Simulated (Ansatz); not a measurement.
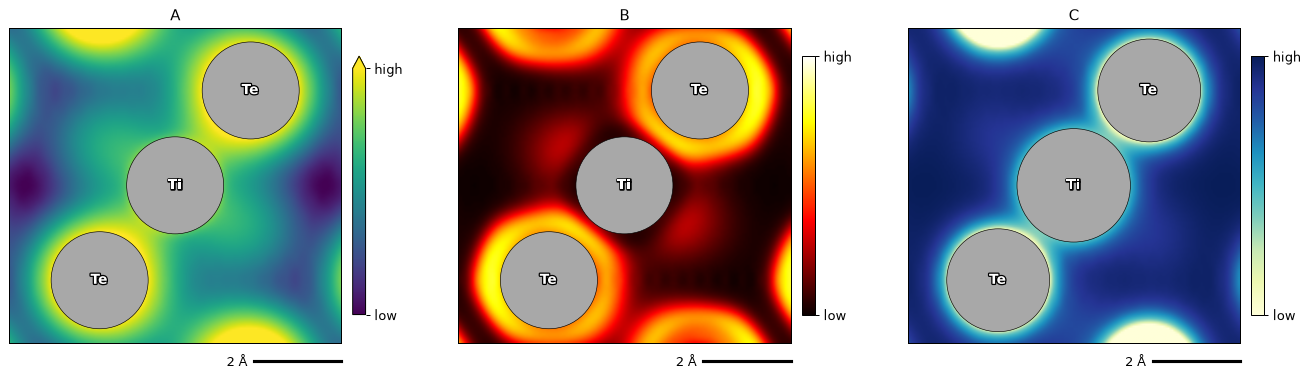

TiTe2: 3 fields on the (110) plane of the conventional cell, with unlabelled colour scales. Grey discs cover the atomic cores.

Space group P-3m1; a structure from a database of computed crystals, not necessarily the ambient phase; started from the database_164 prototype, which need not be the ambient phase; computed without spin polarisation.

Theory: DFT PBE, scalar-relativistic, plane waves, PAW (Ansatz 0.2.0).

```
Ti Te
1.0
     3.76791    0.00000    0.00000
    -1.88396    3.26311    0.00000
     0.00000    0.00000    6.91887
Ti Te
1 2
Direct
  0.00000 0.00000 0.00000
  0.66667 0.33333 0.74977
  0.33333 0.66667 0.25023
```

### The panels show electron localisation function, electrostatic potential energy of an electron and valence pseudo-density in some order. Assign them.

Panel A: valence pseudo-density. Panel B: electron localisation function. Panel C: electrostatic potential energy of an electron (low next to the atoms, rising into the space between them). From the grid: Ti–Te (2.78 Å): the density is about 0.36 e/Å³ at the midpoint; the ELF peaks at about 0.70 in the valence shell of Te, 1.3 Å from its nucleus, and is about 0.60 at the midpoint.
